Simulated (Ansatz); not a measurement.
# PbSe (rocksalt): the equilibrium volume

Aim: the volume at which the pressure of PbSe (rocksalt) vanishes.

Program: Ansatz 0.2.0. Level of theory: DFT PBEsol, scalar-relativistic, plane waves, PAW. These are calculated values, not measurements.

## 1. The structure to begin with

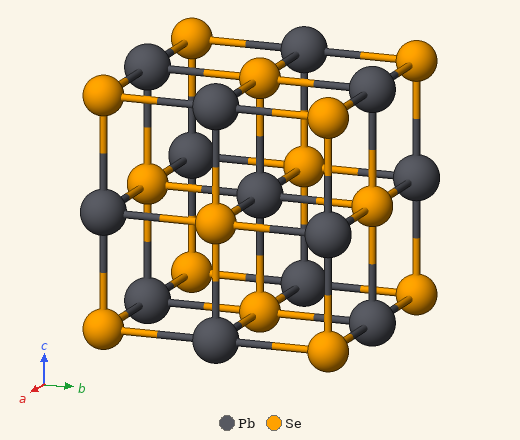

The starting structure, seen slightly off an axis (lead dark grey, selenium orange). Atoms on the faces are drawn again on the opposite ones. The cell drawn here is the conventional one.

Coordinates:

```cif
data_structure
_symmetry_space_group_name_H-M 'P 1'
_symmetry_Int_Tables_number 1
_cell_length_a 4.3449
_cell_length_b 4.3449
_cell_length_c 4.3449
_cell_angle_alpha 60.000
_cell_angle_beta 60.000
_cell_angle_gamma 60.000
_cell_volume 58.00
loop_
_atom_site_label
_atom_site_type_symbol
_atom_site_fract_x
_atom_site_fract_y
_atom_site_fract_z
_atom_site_occupancy
Pb1 Pb 0.50000 0.50000 0.50000 1
Se1 Se 0.00000 0.00000 0.00000 1
```

## 2. At the starting volume

Input file input.yaml:

```yaml
crystal:
  lattice:
    - [0.0, 3.0723254011, 3.0723254011]
    - [3.0723254011, 0.0, 3.0723254011]
    - [3.0723254011, 3.0723254011, 0.0]
  atoms:
    - { symbol: Pb, position: [0.5, 0.5, 0.5] }
    - { symbol: Se, position: [0.0, 0.0, 0.0] }
basis:
  ecutwfc: 420
  ecutrho_ratio: 4
kpoints:
  mp_grid: { grid: [10, 10, 10] }
hamiltonian:
  xc: pbesol
scf:
  occupations: { method: gaussian, width: 0.05 }
output:
  forces: true
  stress: true
  eigenvalues: true
```

Command:

```
$ ansatz run input.yaml --threads 8 --pin off --max-ram 15360MiB --backend cpu --events-out ev --progress --plain --runs-dir out
```

Log, shortened:

```text
Warning: RAYON_NUM_THREADS=8 ignored (pool sized by the plan → 8); use --threads N
[...]
Pseudopotentials: kind: paw
Pseudopotential: Pb, paw, valence charge 14, recommended cutoff 420 eV (normal), Pb.paw.azcp
Pseudopotential: Se, paw, valence charge 16, recommended cutoff 420 eV (normal), Se.paw.azcp
Functional definition: PBEsol
[...]
Crystal: 2 atoms, lattice volume = 58.000 Å³
Basis set: ecut = 420 eV, 1139 PW (Γ), exchange–correlation on 60×60×60 points (8 copies of the dense FFT grid, shifted against one another)
Bands: 19, of which v1, the nominal top of the filled ones, is band 15 counted from 1 (14 counted from 0)
Symmetry: 48 space group operations
Space group: Fm-3m (ITA 225), of the structure as read, at distance tolerance 3.9e-5 Å
k-points: 47 of 1000
[...]
SCF iter   1: F=—  HF=-17180.214118 eV  |F-HF|=—  |Δ(HF+E_count)|=         —  Δρ=2.35e-3  dr2=6.12e-3  ethr=1.77e-3  ⟨swp⟩=6.0  Hψ=4344  notcnv=0
[...]
SCF iter   6: F=-17180.211093 eV  HF=-17180.211093 eV  |F-HF|=1.70e-8  |Δ(HF+E_count)|=   2.32e-7  Δρ=5.16e-6  dr2=1.35e-8  ethr=3.33e-10  ⟨swp⟩=5.2  Hψ=4114  notcnv=0
[...]
SCF converged after 6 iterations
Free energy (F): -17180.211093 eV
[...]
E sigma→0 (E₀):  -17180.211093 eV
Entropy (-TS):   -0.000001 eV (-0.000 meV/atom)
Fermi energy:    8.794886 eV
[...]
--- Forces (eV/Å), atoms counted from 1 ---
  atom   1  Pb     0.00000000    -0.00000000    -0.00000000
  atom   2  Se    -0.00000000     0.00000000    -0.00000000
[...]
--- Stress (GPa, compression-positive) ---
       -1.049183      -0.000000       0.000000
        0.000000      -1.049183       0.000000
        0.000000      -0.000000      -1.049183
  P = ⅓ Tr σ = -1.0492 GPa (-10.492 kbar)
--- Band table (eV; the first three rows and the last of 47) ---
  k-point 0: bands = ["-38.5542", "-38.5542", "-38.5519", "-38.5519", "-38.5519", "-8.0578", "-8.0578", "-8.0578", "-8.0562", "-8.0562", "-4.8289", "2.3410", "6.8632", "6.8632", "6.8632", "13.3374", "13.3374", "13.3374", "15.1622"]
[...]
```

Run time: 1.4 s. Hardware: 8 threads of AMD EPYC (Zen 3), shared host; peak memory 0.44 GiB.

Read off: volume 29.000 Å³/atom, pressure -1.05 GPa, gap on the mesh 0.24 eV.

## 3. Stepping to 28.797 Å³/atom

Edit input.yaml of step 2 so:

```diff
@@ -2,5 +2,5 @@
   lattice:
-    - [0.0, 3.0723254011, 3.0723254011]
-    - [3.0723254011, 0.0, 3.0723254011]
-    - [3.0723254011, 3.0723254011, 0.0]
+    - [0.0, 3.0651454518, 3.0651454518]
+    - [3.0651454518, 0.0, 3.0651454518]
+    - [3.0651454518, 3.0651454518, 0.0]
   atoms:
```

Command:

```
$ ansatz run input.yaml --threads 8 --pin off --max-ram 15360MiB --backend cpu --events-out ev --progress --plain --runs-dir out
```

Log, shortened:

```text
Warning: RAYON_NUM_THREADS=8 ignored (pool sized by the plan → 8); use --threads N
[...]
[... 4 set-up lines as earlier in the session ...]
[...]
Crystal: 2 atoms, lattice volume = 57.595 Å³
Basis set: ecut = 420 eV, 1139 PW (Γ), exchange–correlation on 60×60×60 points (8 copies of the dense FFT grid, shifted against one another)
Bands: 19, of which v1, the nominal top of the filled ones, is band 15 counted from 1 (14 counted from 0)
[... 2 set-up lines as earlier in the session ...]
k-points: 47 of 1000
[...]
SCF iter   1: F=—  HF=-17180.216318 eV  |F-HF|=—  |Δ(HF+E_count)|=         —  Δρ=2.36e-3  dr2=6.09e-3  ethr=1.77e-3  ⟨swp⟩=6.0  Hψ=4339  notcnv=0
[...]
SCF iter   6: F=-17180.213311 eV  HF=-17180.213311 eV  |F-HF|=1.46e-8  |Δ(HF+E_count)|=   2.08e-7  Δρ=4.90e-6  dr2=1.19e-8  ethr=3.33e-10  ⟨swp⟩=5.1  Hψ=4077  notcnv=0
[...]
SCF converged after 6 iterations
Free energy (F): -17180.213311 eV
[...]
E sigma→0 (E₀):  -17180.213310 eV
Entropy (-TS):   -0.000002 eV (-0.001 meV/atom)
Fermi energy:    8.902585 eV
[...]
--- Forces (eV/Å), atoms counted from 1 ---
  atom   1  Pb     0.00000000    -0.00000000     0.00000000
  atom   2  Se    -0.00000000     0.00000000     0.00000000
[...]
--- Stress (GPa, compression-positive) ---
       -0.699571      -0.000000       0.000000
        0.000000      -0.699571      -0.000000
        0.000000       0.000000      -0.699571
  P = ⅓ Tr σ = -0.6996 GPa (-6.996 kbar)
--- Band table (eV; the first three rows and the last of 47) ---
  k-point 0: bands = ["-38.4684", "-38.4684", "-38.4660", "-38.4660", "-38.4660", "-7.9558", "-7.9558", "-7.9558", "-7.9545", "-7.9545", "-4.7746", "2.4653", "6.9450", "6.9450", "6.9450", "13.4663", "13.4663", "13.4663", "15.2608"]
[...]
```

It took 1.4 s on 8 threads of AMD EPYC (Zen 3), shared host; peak memory 0.44 GiB.

Read off: volume 28.797 Å³/atom, pressure -0.70 GPa, gap on the mesh 0.21 eV.

## 4. Volume 28.414 Å³/atom

Edit input.yaml of step 3 so:

```diff
@@ -2,5 +2,5 @@
   lattice:
-    - [0.0, 3.0651454518, 3.0651454518]
-    - [3.0651454518, 0.0, 3.0651454518]
-    - [3.0651454518, 3.0651454518, 0.0]
+    - [0.0, 3.0514720991, 3.0514720991]
+    - [3.0514720991, 0.0, 3.0514720991]
+    - [3.0514720991, 3.0514720991, 0.0]
   atoms:
```

Command:

```
$ ansatz run input.yaml --threads 8 --pin off --max-ram 15360MiB --backend cpu --events-out ev --progress --plain --runs-dir out
```

Log, shortened:

```text
Warning: RAYON_NUM_THREADS=8 ignored (pool sized by the plan → 8); use --threads N
[...]
[... 4 set-up lines as earlier in the session ...]
[...]
Crystal: 2 atoms, lattice volume = 56.827 Å³
Basis set: ecut = 420 eV, 1139 PW (Γ), exchange–correlation on 60×60×60 points (8 copies of the dense FFT grid, shifted against one another)
Bands: 19, of which v1, the nominal top of the filled ones, is band 15 counted from 1 (14 counted from 0)
[... 1 set-up line as earlier in the session ...]
Space group: Fm-3m (ITA 225), of the structure as read, at distance tolerance 3.8e-5 Å
k-points: 47 of 1000
[...]
SCF iter   1: F=—  HF=-17180.218050 eV  |F-HF|=—  |Δ(HF+E_count)|=         —  Δρ=2.38e-3  dr2=6.03e-3  ethr=1.77e-3  ⟨swp⟩=6.0  Hψ=4335  notcnv=0
[...]
SCF iter   6: F=-17180.215004 eV  HF=-17180.215004 eV  |F-HF|=1.24e-8  |Δ(HF+E_count)|=   1.80e-7  Δρ=4.68e-6  dr2=1.04e-8  ethr=3.33e-10  ⟨swp⟩=5.1  Hψ=4080  notcnv=0
[...]
SCF converged after 6 iterations
Free energy (F): -17180.215004 eV
[...]
E sigma→0 (E₀):  -17180.214998 eV
Entropy (-TS):   -0.000013 eV (-0.007 meV/atom)
Fermi energy:    9.110822 eV
[...]
--- Forces (eV/Å), atoms counted from 1 ---
  atom   1  Pb     0.00000000    -0.00000000     0.00000000
  atom   2  Se    -0.00000000    -0.00000000     0.00000000
[...]
--- Stress (GPa, compression-positive) ---
       -0.000421      -0.000000       0.000000
        0.000000      -0.000421       0.000000
       -0.000000      -0.000000      -0.000421
  P = ⅓ Tr σ = -0.0004 GPa (-0.004 kbar)
--- Band table (eV; the first three rows and the last of 47) ---
  k-point 0: bands = ["-38.3028", "-38.3028", "-38.3003", "-38.3003", "-38.3003", "-7.7594", "-7.7594", "-7.7594", "-7.7589", "-7.7589", "-4.6700", "2.7054", "7.1029", "7.1029", "7.1029", "13.7149", "13.7149", "13.7149", "15.4511"]
[...]
```

It took 1.5 s on 8 threads of AMD EPYC (Zen 3), shared host; peak memory 0.44 GiB.

In short: volume 28.414 Å³/atom, pressure 0.00 GPa, mesh gap 0.17 eV.

## 5. The volume search in one table

```
step   level      mesh  relaxed  volume (Å³/atom)  pressure (GPa)
   2  PBEsol  10×10×10  nothing            29.000           -1.05
   3  PBEsol  10×10×10  nothing            28.797           -0.70
   4  PBEsol  10×10×10  nothing            28.414            0.00
```

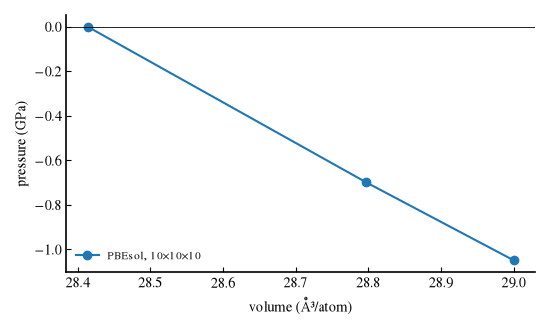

Pressure against volume, run by run.

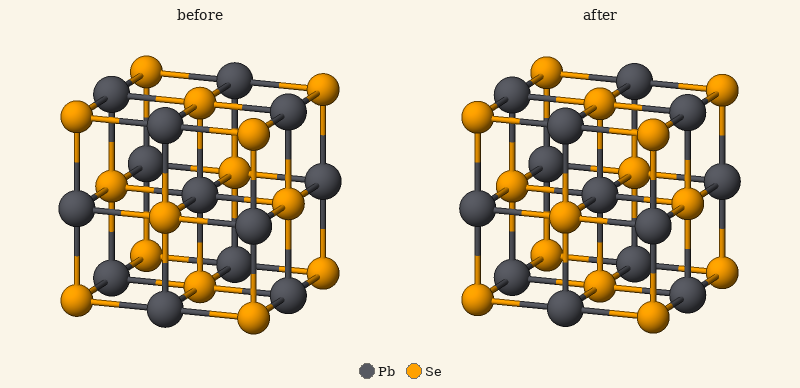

Before and after, drawn at the same scale. Drawn in the start's conventional cell.

The cell before and after:

| cell as typed | before | after | change |
| --- | --- | --- | --- |
| a (Å) | 4.345 | 4.315 | -0.7 % |
| b (Å) | 4.345 | 4.315 | -0.7 % |
| c (Å) | 4.345 | 4.315 | -0.7 % |
| volume (Å³/atom) | 29.000 | 28.414 | -2.0 % |
| shortest distance (Å) | 3.072 | 3.051 | -0.7 % |
| space group | Fm-3m | Fm-3m | same |

## 6. What came out

| quantity | value |
| --- | --- |
| volume | 28.414 Å³/atom |
| pressure | 0.00 GPa |
| conventional cell | a = 6.103 Å, b = 6.103 Å, c = 6.103 Å, α = 90.00°, β = 90.00°, γ = 90.00° |
| gap on the mesh | 0.17 eV |

What this shows: Over the 3 runs shown the cell moved from 29.00 to 28.41 Å³/atom, a change of -2.0 %, where the pressure is zero within 0.01 GPa. Spin–orbit coupling is left out, though the cell holds Pb; in elements this heavy it can shift levels and gaps by tenths of an eV.
